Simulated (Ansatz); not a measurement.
System: Cs.

The calculation's input:

```
crystal:
  lattice:
    - [-3.0678375, 3.0225, 3.0678375]
    - [2.9771625, -3.0225, 2.9771625]
    - [3.0678375, 3.0225, -3.0678375]
  atoms:
    - { symbol: Cs, position: [0.0, 0.0, 0.0] }
basis:
  ecutwfc: 420
kpoints:
  mp_grid: { grid: [12, 12, 12] }
hamiltonian:
  xc: pbe
scf:
  occupations: { method: gaussian, width: 0.15 }
output:
  forces: true
  stress: true
  eigenvalues: true
  write_density: true
  write_potential: true
  elf: true
  volumetric_format: npy
```

Run with:

```sh
ansatz run input.yaml --threads 1 --pin off --max-ram 2560MiB --backend cpu --events-out ev --progress --plain --runs-dir out
```

Below, planes, directions and counts refer to the conventional cell (a = 6.04 Å, b = 8.42 Å, c = 8.68 Å, α = 90.00°, β = 90.00°, γ = 90.00°).

Space group Fmmm; changed on purpose from its base cell (strain -0.0300 x Voigt [0, 0, 0, 0, 1, 0], atoms carried along); computed without spin polarisation.

Level of theory: DFT PBE, scalar-relativistic, plane waves, PAW in Ansatz 0.2.0.

> What will maps of the valence pseudo-density and electron localisation function show?

Cs–Cs (5.18 Å): ρ is about 0.01 e/Å³ halfway; the ELF is about 0.10 at the midpoint; no shared electron pair shows on this line.

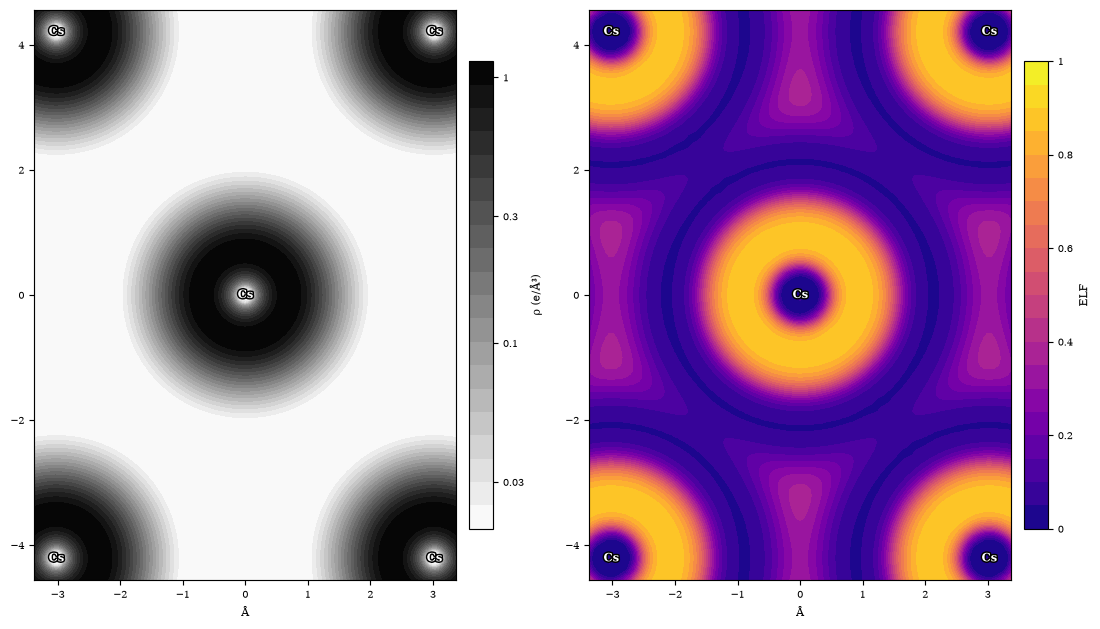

Computed valence pseudo-density and electron localisation function on the (001) plane of the conventional cell, in this order. 
